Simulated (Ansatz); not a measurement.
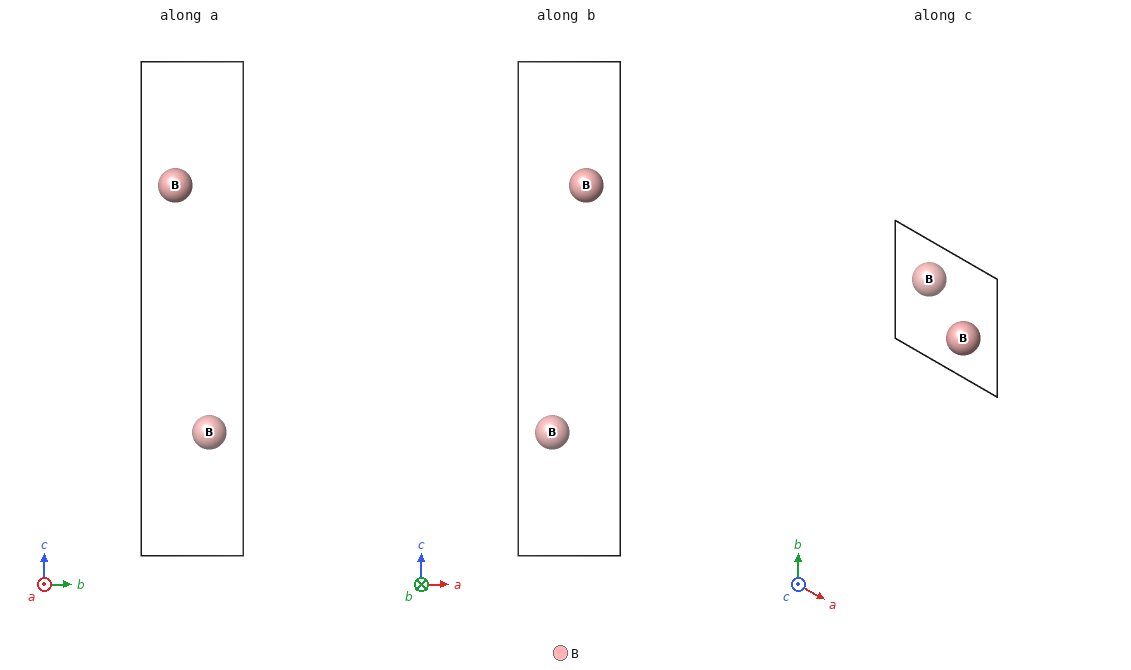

View along the a axis, along the b axis and along the c axis, drawn as a ball-and-stick model. The wireframe shows the conventional unit cell.

Lattice parameters: a = 1.7098 Å, b = 1.7098 Å, c = 7.1685 Å, α = 90.000°, β = 90.000°, γ = 120.000°.

**Express the structure as a CIF in P1 with every atom of the cell.**

```cif
data_structure
_symmetry_space_group_name_H-M 'P 1'
_symmetry_Int_Tables_number 1
_cell_length_a 1.7098
_cell_length_b 1.7098
_cell_length_c 7.1685
_cell_angle_alpha 90.000
_cell_angle_beta 90.000
_cell_angle_gamma 120.000
_cell_volume 18.15
loop_
_atom_site_label
_atom_site_type_symbol
_atom_site_fract_x
_atom_site_fract_y
_atom_site_fract_z
_atom_site_occupancy
B1 B 0.3333 0.6667 0.2500 1
B2 B 0.6667 0.3333 0.7500 1
```

The initial geometry was a structure type filled with this element by a generator (whether the element takes this form wasn't checked). Earlier steps of the study may have refined or changed the cell and positions. It was run through Ansatz as a DFT input.
